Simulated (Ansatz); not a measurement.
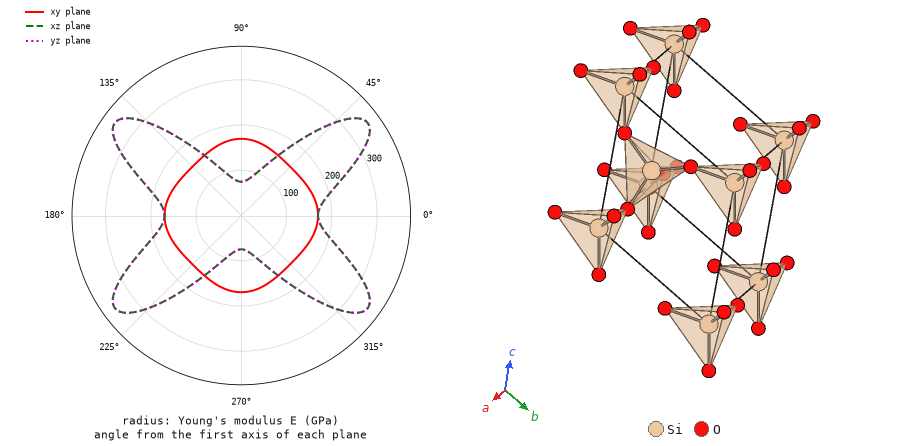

The figure shows the Young's modulus as a function of direction in the xy, xz and yz planes for SiO₂, space group I-42d (No. 122). The cell is drawn beside the plot.

The given structure:
```xyz
6
Lattice="-2.4633 2.4633 3.6421 2.4633 -2.4633 3.6421 2.4633 2.4633 -3.6421" Properties=species:S:1:pos:R:3 pbc="T T T"
Si    0.0000    0.0000    0.0000
Si    0.0000    2.4633    1.8210
O     1.2316    2.9520    2.7316
O     0.4887    1.2316    0.9105
O    -1.2316    1.9746    2.7316
O    -0.4887    3.6949    0.9105
```

How it was computed, with Ansatz 0.2.0: elastic stress-strain coefficients at zero temperature from small strains of the given cell, Voigt order xx yy zz yz xz xy, Cartesian axes of the cell vectors; plane waves with PAW datasets, Γ-centred k mesh. Level: LDA, no spin polarisation.

wave cutoff 420 eV; k mesh 8×8×8; occupations fixed; ions clamped; strain amplitude 0.002.

**How anisotropic is Young's modulus?**

Over all directions E runs from 75 to 346 GPa, a ratio of 4.6, a strong anisotropy.

**What is E along the Cartesian axes and along their diagonal?**

E is 170 GPa along x, 170 GPa along y and 75 GPa along z, and 314 GPa along the body diagonal x + y + z.
